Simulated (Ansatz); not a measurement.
MgO: band-structure calculation

- system: MgO (P2/m, 4 atoms in the cell)
- method: DFT PBE, scalar-relativistic, plane waves, PAW, no spin polarisation (Ansatz 0.2.0)

The structure was made by a generator, so it may or may not be a known phase. Figures and captions count atoms from 1; the log counts them from 0 in places.

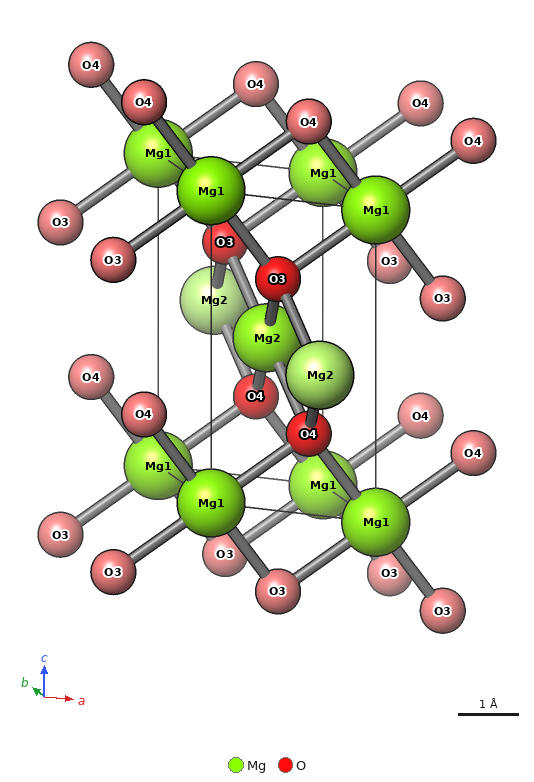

*The structure (ball-and-stick view of the cell of the calculation, seen slightly off an axis; neighbours outside the cell are drawn fainter; atoms are numbered from 1 in the order of the input). An atom can appear more than once, as a periodic image.*

### The input
```yaml
crystal:
  lattice:
    - [2.9685845495, 0.0, -0.0001454419]
    - [0.0, 3.0001503625, 0.0]
    - [-0.9719060274, 0.0, 5.3313576436]
  atoms:
    - { symbol: Mg, position: [0.0, 0.0, 0.0] }
    - { symbol: Mg, position: [0.5, 0.5, 0.5] }
    - { symbol: O, position: [0.4067447777, 0.0, 0.7418237113] }
    - { symbol: O, position: [0.5932552223, 0.0, 0.2581762887] }
basis:
  ecutwfc: 420
kpoints:
  mp_grid: { grid: [10, 10, 6] }
  band_path:
    path:
      - [0.0, 0.0, 0.0]
      - [0.0, 0.5, 0.0]
      - [0.0, 0.5, 0.5]
      - [0.0, 0.0, 0.5]
      - [0.0, 0.0, 0.0]
      - [-0.5, 0.0, 0.5]
      - [-0.5, 0.5, 0.5]
      - [0.0, 0.5, 0.0]
      - [-0.5, 0.5, 0.0]
      - [-0.5, 0.0, 0.0]
      - [0.0, 0.0, 0.0]
    npoints: 14
hamiltonian:
  xc: pbe
scf:
  occupations: { method: gaussian, width: 0.02 }
  n_extra_bands: 10
output:
  forces: true
  stress: true
  eigenvalues: true
  populations: true
  dos: { projected: true, de: 0.02, nscf_kmesh: { grid: [15, 15, 9] } }
  bader: true
  write_density: true
  write_potential: true
  elf: true
  volumetric_format: npy
```

Launch command:
```bash
ansatz run input.yaml --threads 1 --pin off --max-ram 2560MiB --backend cpu --events-out ev --progress --plain --runs-dir out
```

### Output
```
scf.n_extra_bands = 10 over 16 filled bands (N_el = 32.0): the run solves 26 bands
Engine: ansatz 0.2.0, x86_64-unknown-linux-gnu
Pseudopotentials: kind: paw
Pseudopotential: Mg, paw, valence charge 10, recommended cutoff 420 eV (normal), Mg.paw.azcp
Pseudopotential: O, paw, valence charge 6, recommended cutoff 420 eV (normal), O.paw.azcp
Functional definition: PBE
  parameter kappa = 0.804
  parameter beta = 0.06672455060314922
  exchange = pbe_x(kappa = kappa, mu = beta*pi^2/3)
  correlation = pbe_c(beta = beta)
Crystal: 4 atoms, lattice volume = 47.482 Å³
Basis set: ecut = 420 eV, 897 PW (Γ), exchange–correlation on 40×48×80 points (8 copies of the dense FFT grid, shifted against one another)
Bands: 26, of which v1, the nominal top of the filled ones, is band 16 counted from 1 (15 counted from 0)
Symmetry: 4 space group operations
Space group: P2/m (ITA 10), of the structure as read, at distance tolerance 3.6e-5 Å
k-points: 192 of 600
Non-local potential: Mg, projectors of the file, l = 0: 3, l = 1: 2, l = 2: 1
Non-local potential: O, projectors of the file, l = 0: 2, l = 1: 2, l = 2: 1
PAW form: soft (Blöchl's): semilocal exchange-correlation on the pseudo side does not see the compensation charge
PAW one-centre angular grid: Mg, 110 points (default); XC on 64 Gauss nodes
PAW one-centre angular grid: O, 110 points (default); XC on 64 Gauss nodes
Initial density: superposition of atomic densities (neutral atoms: chi_scale 0, normalization atom), corrected by the library's trained network
Initial wavefunctions: pseudopotential atomic-orbital guess
Functional: x = pbe(κ = 0.804, μ = 0.2195149727645171), c = pbe(β = 0.06672455060314922)
SCF iter   1: F=—  HF=-4986.324704 eV  |F-HF|=—  |Δ(HF+E_count)|=         —  Δρ=2.94e-3  dr2=3.45e-3  ethr=1.77e-3  ⟨swp⟩=6.0  Hψ=24362  notcnv=0  defer=46
preconditioner: auto → none  [insulator: Δε(μ)=1.482 eV  Ē_g=17.408 eV  σ=0.020 eV  W_gap=1.00  n_scr=14 (ndim 8)  ℏωp=21.6 eV  f_vac=0.001  D(μ)=0.00/eV (n_scr^D=0)  ε∞_Penn≈2.5]
SCF iter   2: F=—  HF=-4986.324826 eV  |F-HF|=—  |Δ(HF+E_count)|=   1.22e-4  Δρ=1.19e-3  dr2=5.56e-4  ethr=1.08e-5  ⟨swp⟩=2.1  Hψ=10184  notcnv=0  defer=844
SCF iter   3: F=—  HF=-4986.324951 eV  |F-HF|=—  |Δ(HF+E_count)|=   1.25e-4  Δρ=2.51e-4  dr2=1.51e-5  ethr=1.74e-6  ⟨swp⟩=2.7  Hψ=7917  notcnv=0  defer=844
SCF iter   4: F=—  HF=-4986.324980 eV  |F-HF|=—  |Δ(HF+E_count)|=   2.83e-5  Δρ=7.62e-5  dr2=1.37e-6  ethr=4.73e-8  ⟨swp⟩=2.0  Hψ=6692  notcnv=0  defer=844
iter 5 did not close the SCF: its close was put off for the readings that it lacked (scf_convergence_deferred on its scf_iter line)
SCF iter   5: F=-4986.324981 eV  HF=-4986.324981 eV  |F-HF|=2.60e-8  |Δ(HF+E_count)|=   9.79e-7  Δρ=1.01e-5  dr2=1.69e-8  ethr=4.28e-9  ⟨swp⟩=2.0  Hψ=7137  notcnv=0  defer=844
SCF iter   6: F=-4986.324981 eV  HF=-4986.324981 eV  |F-HF|=1.74e-9  |Δ(HF+E_count)|=   1.23e-8  Δρ=2.02e-6  dr2=1.81e-9  ethr=5.29e-11  ⟨swp⟩=8.7  Hψ=30357  notcnv=0
SCF 1 converged in 6 iterations: F = -4986.324981 eV  dr2 = 1.81e-9
  greatest PAW one-centre occupation: 1.000 electrons in one spin orbital (limit 2), on the Mg atom at site 0 (counted from 0), in its partial waves of l = 1
NSCF: frozen V_eff on 141 k-points
NSCF: frozen V_eff on 544 k-points
SCF converged after 6 iterations
Free energy (F): -4986.324981 eV
Harris-Foulkes:  -4986.324981 eV  (|F-HF|=1.74e-9)
Internal energy: -4986.324981 eV  (E = F + TS)
E sigma→0 (E₀):  -4986.324981 eV
Fermi energy:    6.617069 eV
--- Per-component energies (eV) ---
  E_band       = -668.694409
  E_kinetic    = 506.300215
  E_local      = -3673.491934  (includes V_loc(G=0)·N_el)
  E_nonlocal   = 286.102096
  E_hartree    = 1302.337122
  E_xc         = -208.412298
  E_vxc        = -266.873677  (∫ρ·V_xc dr)
  E_paw        = -900.027457  (= ΣΔE_a)
  E_vpaw       = -125.411446  (= ΣTr[D̂ρ^β])
  E_aug_tail   = 0.004914  (compensation charges beyond the density's cutoff)
  E_ewald      = -2299.137638
  E_smearing   = -0.000000  (= −TS)
  E_closure    = 0.000000  (closes the sum)
  Σ components = -4986.324981   (vs F -4986.324981, Δ=0.00e0)
--- Forces (eV/Å), atoms counted from 1 ---
  atom   1  Mg     0.00000000     0.00000000     0.00000000
  atom   2  Mg     0.00000000     0.00000000     0.00000000
  atom   3  O     -0.00196129     0.00000000     0.00063384
  atom   4  O      0.00196129     0.00000000    -0.00063384
  max |Σ_I F_I| component: 1.08e-19 eV/Å
--- Stress (GPa, compression-positive) ---
        0.009798       0.000000      -0.011206
        0.000000       0.017344       0.000000
       -0.011207       0.000000       0.020719
  P = ⅓ Tr σ = 0.0160 GPa (0.160 kbar)
--- Band table (eV; the first three rows and the last of 192) ---
  k-point 0: bands = ["-67.2694", "-67.2505", "-34.1970", "-34.1516", "-33.9647", "-33.9328", "-33.9050", "-33.8983", "-10.8737", "-9.9131", "1.5544", "5.0894", "5.2563", "5.3658", "5.4767", "5.7307", "7.3775", "12.4556", "13.1605", "18.7871", "19.2247", "20.4380", "21.4819", "22.4763", "22.9278", "23.8170"]
  k-point 1: bands = ["-67.2694", "-67.2506", "-34.1970", "-34.1515", "-33.9627", "-33.9349", "-33.9050", "-33.8983", "-10.8171", "-9.9866", "1.7673", "5.1130", "5.1930", "5.2564", "5.4027", "5.4502", "7.7778", "11.5159", "14.1880", "18.5099", "19.2881", "20.8132", "21.5271", "22.4513", "22.9050", "23.1490"]
  k-point 2: bands = ["-67.2693", "-67.2506", "-34.1970", "-34.1513", "-33.9574", "-33.9405", "-33.9050", "-33.8983", "-10.6579", "-10.1791", "2.3655", "4.2621", "5.1771", "5.1884", "5.3801", "5.4463", "8.4901", "10.4545", "15.4244", "17.9892", "19.6461", "20.7581", "21.6206", "22.3068", "22.8585", "23.1232"]
  k-point 191: bands = ["-67.2639", "-67.2453", "-34.2267", "-34.1797", "-33.9569", "-33.9393", "-33.9368", "-33.9332", "-9.6742", "-9.5906", "3.0672", "3.2872", "3.2976", "3.5785", "4.3016", "4.9546", "10.1262", "10.9403", "15.6974", "17.2858", "18.2374", "18.8045", "18.8746", "20.2604", "21.6249", "21.9332"]
--- Löwdin populations: 4 sites ---
  site symbol       q [e]
     0     Mg      8.5012
     1     Mg      8.4893
     2      O      7.3535
     3      O      7.3535
  spilling = 0.009453 (of n_electrons = 32.000000)
--- Bader charges: 4 sites ---
  site symbol  charge [e]  shift [e]
     0     Mg      1.6752     0.0047
     1     Mg      1.6963     0.0043
     2      O     -1.6857     0.0045
     3      O     -1.6858     0.0045
  estimated error of the sums over rays = 2.9e-4 e
```

### File bader_charges.tsv
```
# site	symbol	x_ang	y_ang	z_ang	partial_charge_e	electrons	volume_ang3	relative_density_drop	shared_charge_e	partial_wave_shift_e
# quadrature_error_electrons = 2.9e-4
0	Mg	0.0000	0.0000	0.0000	1.67520	10.32480	6.04	-	1.67520	0.00468
1	Mg	0.9983	1.5001	2.6656	1.69631	10.30369	5.70	-	1.69631	0.00430
2	O	0.4865	0.0000	3.9549	-1.68574	9.68574	17.87	-	-1.68574	0.00449
3	O	1.5102	0.0000	1.3763	-1.68578	9.68578	17.87	-	-1.68578	0.00449
```

### File populations.tsv
```
# site	symbol	l	j	q
# orbitals = lowdin
# n_electrons = 32.000000
# spilling = 0.009453
0	Mg	0_2S	-	1.996952
0	Mg	0_3S	-	0.504488
0	Mg	1_2P	-	5.999777
1	Mg	0_2S	-	1.997053
1	Mg	0_3S	-	0.492407
1	Mg	1_2P	-	5.999792
2	O	0_2S	-	1.872379
2	O	1_2P	-	5.481146
3	O	0_2S	-	1.872379
3	O	1_2P	-	5.481146
```

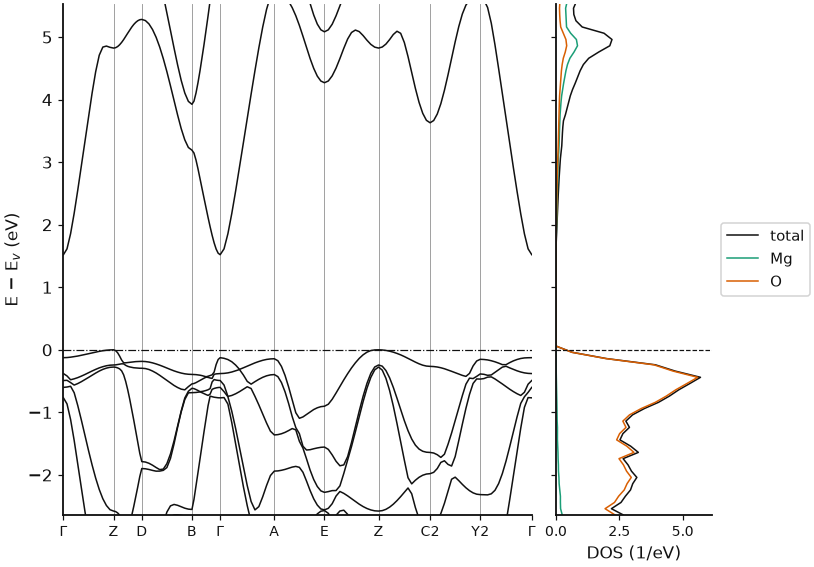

*Band structure along Γ–Z–D–B–Γ–A–E–Z–C2–Y2–Γ and density of states (projected on Löwdin-orthogonalised atomic shells), with energies from the valence-band top.*

There is a gap of 1.52 eV on this path, indirect, from Z to Γ.

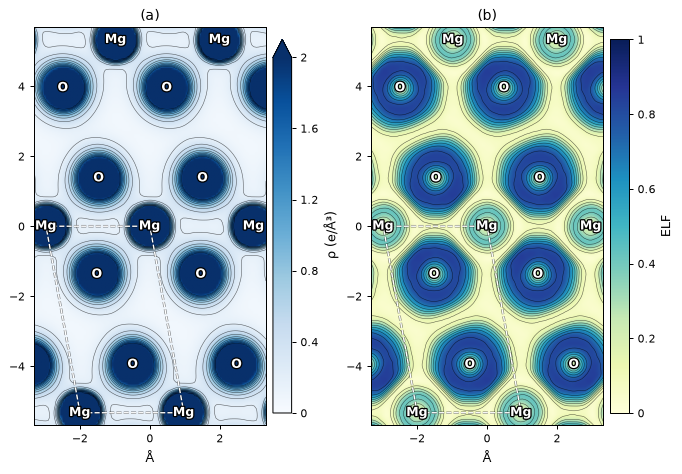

*(a) valence pseudo-density; (b) electron localisation function on the (010) plane of the conventional cell.*

Mg–O (2.01 Å): ρ at the midpoint is about 0.43 e/Å³; the ELF is about 0.35 at the midpoint. Away from the nuclei the density in this plane falls to 0.06 e/Å³ at its lowest. The fields are those of the smooth PAW valence density.

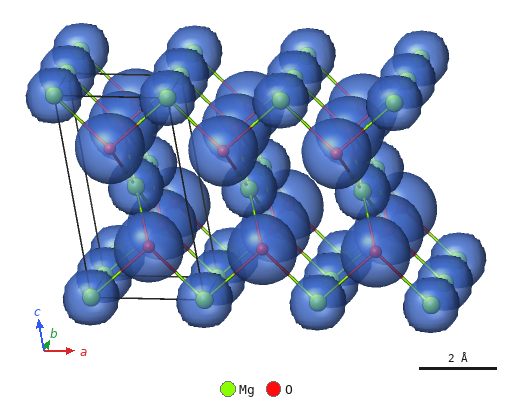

*Isosurface of the valence pseudo-density at 0.5 e/Å³ (blue), seen at an oblique angle. Sticks mark near contacts. The outline is the cell set on symmetry axes.*

At this value the density breaks into separate islands; it holds about 85 % of the electrons treated as valence (semicore included). It is pinched off along the Mg–O (2.01 Å) contacts. On the grid the lowest density along these lines, outside the cores, is 0.36 e/Å³ (Mg–O, 2.01 Å).

### Results in brief

| quantity | value |
| --- | --- |
| outcome | converged |
| space group (tolerance 0.01 Å) | P2/m (10) |
| electrons treated | 32 |
| free energy | −4986.3250 eV |
| Fermi energy | 6.617 eV |
| gap on the k-point mesh | 1.52 eV |
| gap on the band path | 1.52 eV |
| pressure | 0.02 GPa |
| largest force (length of the vector) | 0.002 eV/Å |
| hardware | 1 thread of Intel Xeon @ 2.70GHz, 189 GiB of memory available, shared host |
| wall time | 47 s |
| peak memory | 0.62 GiB |
